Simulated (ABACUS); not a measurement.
# Run report: Ni, geometry relaxation (part 4 of 4)

Ni (1 atom in the cell); Kohn-Sham DFT of a periodic cell, revPBE, SG15 ONCV 1.2 PBE, spin-polarised (ABACUS 3.10.1); cutoff 1333.36 eV, 10×10×10 k-mesh, fermi-dirac of 0.05 eV, collinear spins. The structure derives from a Materials Project entry.

Geometry of the input (Å; fractional positions):
```
-1.7376  0.0000  1.7376
0.0000  1.7376  1.7376
-1.7376  1.7376  0.0000
Ni 0.0000  0.0000  0.0000
```

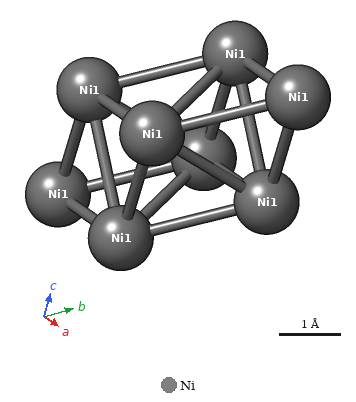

Figure 1. The geometry at step 4 of the log (ball-and-stick view of the cell of the calculation, seen slightly off an axis; atoms are numbered from 1 in the order of the input).

### The program's output, continued
```
 Lattice vectors: (Cartesian coordinate: in unit of a_0)
            -0.512969           +0.000000           +0.512969
            -0.000000           +0.512969           +0.512969
            -0.512969           +0.512969           +0.000000
 Reciprocal vectors: (Cartesian coordinate: in unit of 2 pi/a_0)
            -0.974717           -0.974717           +0.974717
            +0.974717           +0.974717           +0.974717
            -0.974717           +0.974717           -0.974717

 -------------------------------------------
 STEP OF RELAXATION : 8
 -------------------------------------------

[... set-up of the moved cell ...]

 PW ALGORITHM --------------- ION=   8  ELEC=   1--------------------------------
 Notice: Threshold on eigenvalues was too large.
 hsover_error=0.180000 > DRHO=0.000000
 Origin diag ethr = 0.010000
 New diag ethr = 0.000000
          total magnetism (Bohr mag/cell) = 0.704561
       absolute magnetism (Bohr mag/cell) = 0.793763
                        nelec for spin up = 9.352280
                      nelec for spin down = 8.647720

 Density error is 0.000000011463
                          Error Threshold = 0.000000000209
----------------------------------------------------------
     Energy           Rydberg                 eV
----------------------------------------------------------
 E_KohnSham     -308.3765557031      -4195.6782871762
 E_Harris       -308.3778787519      -4195.6962881793
 E_Fermi        1.4053089032         19.1202085334
----------------------------------------------------------

 PW ALGORITHM --------------- ION=   8  ELEC=   2--------------------------------
          total magnetism (Bohr mag/cell) = 0.704577693716
       absolute magnetism (Bohr mag/cell) = 0.793780189723
                        nelec for spin up = 9.352288846858
                      nelec for spin down = 8.647711153142

 Density error is 0.000000001497
                          Error Threshold = 0.000000000064
----------------------------------------------------------
     Energy           Rydberg                 eV
----------------------------------------------------------
 E_KohnSham     -308.3765557051      -4195.6782872036
 E_KS(sigma->0) -308.3760117231      -4195.6708859485
 E_Harris       -308.3763902305      -4195.6760358068
 E_band         -19.5329763264       -265.7597769387
 E_one_elec     -135.0989587477      -1838.1156328356
 E_Hartree      77.5202710133        1054.7173962848
 E_xc           -30.3123623872       -412.4208483072
 E_Ewald        -220.4844176194      -2999.8443998355
 E_entropy(-TS) -0.0010879640        -0.0148025102
 E_descf        0.0000000000         0.0000000000
 E_exx          0.0000000000         0.0000000000
 E_Fermi        1.4052900840         19.1199524852
----------------------------------------------------------

 charge density convergence is achieved
 final etot is -4195.67828720361 eV
 EFERMI = 19.11995248516 eV

 STATE ENERGY(eV) AND OCCUPATIONS    NSPIN == 2
SPIN UP :
 1/12 kpoint (Cartesian) = 0.00000 0.00000 0.00000 (1211 pws)
       1     -84.368076       0.001000
       2     -44.766331       0.001000
       3     -44.766331       0.001000
       4     -44.766331       0.001000
       5      10.455235       0.001000
       6      16.719857       0.001000
       7      16.719857       0.001000
       8      16.719857       0.001000
       9      17.855649       0.001000
      10      17.855649       0.001000
      11      42.708699       0.000000
      12      46.269243       0.000000
      13      46.269243       0.000000
      14      46.269243       0.000000

 2/12 kpoint (Cartesian) = -0.09747 0.09747 0.09747 (1185 pws)
       1     -84.365435       0.008000
       2     -44.784204       0.008000
       3     -44.768929       0.008000
       4     -44.768929       0.008000
       5      10.832546       0.008000
       6      16.632257       0.008000
       7      16.796756       0.008000
       8      16.796756       0.008000
       9      17.826226       0.008000
      10      17.826226       0.008000
      11      40.674872       0.000000
      12      43.821641       0.000000
      13      45.343940       0.000000
      14      45.343940       0.000000

 3/12 kpoint (Cartesian) = -0.19494 0.19494 0.19494 (1167 pws)
       1     -84.358514       0.008000
       2     -44.830863       0.008000
       3     -44.775725       0.008000
       4     -44.775725       0.008000
       5      11.902832       0.008000
       6      16.462126       0.008000
       7      16.928032       0.008000
       8      16.928032       0.008000
       9      17.831028       0.008000
      10      17.831028       0.008000
      11      35.666769       0.000000
      12      43.098922       0.000000
      13      44.267229       0.000000
      14      44.267229       0.000000

 4/12 kpoint (Cartesian) = -0.29242 0.29242 0.29242 (1161 pws)
       1     -84.349952       0.008000
       2     -44.888272       0.008000
       3     -44.784115       0.008000
       4     -44.784115       0.008000
       5      13.358090       0.008000
       6      16.559461       0.008000
       7      16.913635       0.008000
       8      16.913635       0.008000
       9      18.038731       0.008000
      10      18.038731       0.008000
      11      30.814556       0.000000
      12      42.227807       0.000000
      13      43.604924       0.000000
      14      43.604924       0.000000

 5/12 kpoint (Cartesian) = -0.38989 0.38989 0.38989 (1161 pws)
       1     -84.343020       0.008000
       2     -44.934506       0.008000
       3     -44.790894       0.008000
       4     -44.790894       0.008000
       5      14.300014       0.008000
       6      16.809814       0.008000
       7      16.809814       0.008000
       8      17.697849       0.008000
       9      18.321102       0.008000
      10      18.321102       0.008000
      11      26.673114       0.000000
      12      41.456800       0.000000
      13      43.346702       0.000000
      14      43.346702       0.000000

 6/12 kpoint (Cartesian) = -0.48736 0.48736 0.48736 (1170 pws)
       1     -84.340370       0.004000
       2     -44.952117       0.004000
       3     -44.793481       0.004000
       4     -44.793481       0.004000
       5      14.480780       0.004000
       6      16.760090       0.004000
       7      16.760090       0.004000
       8      18.444687       0.004000
       9      18.444687       0.004000
      10      18.953612       0.003861
      11      24.537415       0.000000
      12      41.160236       0.000000
      13      43.325346       0.000000
      14      43.325346       0.000000

[... levels at 18 further k points ...]

------------------------------------------------------------------------------------------
 TOTAL-FORCE (eV/Angstrom)
------------------------------------------------------------------------------------------
                       Ni1         0.0000000000         0.0000000000         0.0000000000
------------------------------------------------------------------------------------------

----------------------------------------------------------------
 TOTAL-STRESS (KBAR)
----------------------------------------------------------------
        -0.0020449850        -0.0000000000         0.0000000000
         0.0000000000        -0.0020449850        -0.0000000000
         0.0000000000         0.0000000000        -0.0020449850
----------------------------------------------------------------
 TOTAL-PRESSURE: -0.002045 KBAR

 Largest gradient in force is 0.000000 eV/A.
 Threshold is 0.005000 eV/A.

 Largest gradient in stress is 0.002045 kbar.
 Threshold is 0.500000 kbar.

 Relaxation is converged!

 --------------------------------------------
 !FINAL_ETOT_IS -4195.6782872036110348 eV
 --------------------------------------------
```

### Trajectory as extended XYZ (Å, eV, eV/Å), 8 frames, from step=0 to step=7
```
1
Lattice="-1.7376 0.0000 1.7376 0.0000 1.7376 1.7376 -1.7376 1.7376 0.0000" Properties=species:S:1:pos:R:3:forces:R:3 step=0 energy=-4195.63897 pressure_GPa=16.22
Ni    0.0000    0.0000    0.0000    0.0000   0.0000   0.0000
1
Lattice="-1.8298 0.0000 1.8298 0.0000 1.8298 1.8298 -1.8298 1.8298 0.0000" Properties=species:S:1:pos:R:3:forces:R:3 step=1 energy=-4195.64314 pressure_GPa=-11.26
Ni    0.0000    0.0000    0.0000    0.0000   0.0000   0.0000
1
Lattice="-1.7832 0.0000 1.7832 0.0000 1.7832 1.7832 -1.7832 1.7832 0.0000" Properties=species:S:1:pos:R:3:forces:R:3 step=2 energy=-4195.67828 pressure_GPa=-0.09
Ni    0.0000    0.0000    0.0000    0.0000   0.0000   0.0000
1
Lattice="-1.7832 0.0000 1.7832 0.0000 1.7832 1.7832 -1.7832 1.7832 0.0000" Properties=species:S:1:pos:R:3:forces:R:3 step=3 energy=-4195.67828 pressure_GPa=-0.16
Ni    0.0000    0.0000    0.0000    0.0000   0.0000   0.0000
1
Lattice="-1.7823 0.0000 1.7823 0.0000 1.7823 1.7823 -1.7823 1.7823 0.0000" Properties=species:S:1:pos:R:3:forces:R:3 step=4 energy=-4195.67828 pressure_GPa=0.15
Ni    0.0000    0.0000    0.0000    0.0000   0.0000   0.0000
1
Lattice="-1.7827 0.0000 1.7827 0.0000 1.7827 1.7827 -1.7827 1.7827 0.0000" Properties=species:S:1:pos:R:3:forces:R:3 step=5 energy=-4195.67829 pressure_GPa=-0.08
Ni    0.0000    0.0000    0.0000    0.0000   0.0000   0.0000
1
Lattice="-1.7825 0.0000 1.7825 -0.0000 1.7825 1.7825 -1.7825 1.7825 0.0000" Properties=species:S:1:pos:R:3:forces:R:3 step=6 energy=-4195.67829 pressure_GPa=0.14
Ni    0.0000    0.0000    0.0000    0.0000   0.0000   0.0000
1
Lattice="-1.7826 0.0000 1.7826 -0.0000 1.7826 1.7826 -1.7826 1.7826 0.0000" Properties=species:S:1:pos:R:3:forces:R:3 step=7 energy=-4195.67829 pressure_GPa=-0.00
Ni    0.0000    0.0000    0.0000    0.0000   0.0000   0.0000
```

### Summary

| quantity | value |
| --- | --- |
| outcome | converged |
| space group (tolerance 0.01 Å) | Fm-3m (225) |
| electrons treated | 18 |
| free energy | −4195.6783 eV |
| Fermi energy | 19.120 eV |
| gap on the k-point mesh | none (metallic) |
| net moment of the cell | 0.70 μB |
| integrated absolute moment | 0.79 μB |
| pressure | 0.00 GPa |
| final volume | 11.33 Å³ |
| largest force (length of the vector) at the end | under 0.001 eV/Å |
| final cell | a = 2.521 Å, b = 2.521 Å, c = 2.521 Å, α = 60.00°, β = 60.00°, γ = 60.00° |
| wall time | 37 s (CPU time 2.4 min) |
| peak memory | 0.36 GiB |
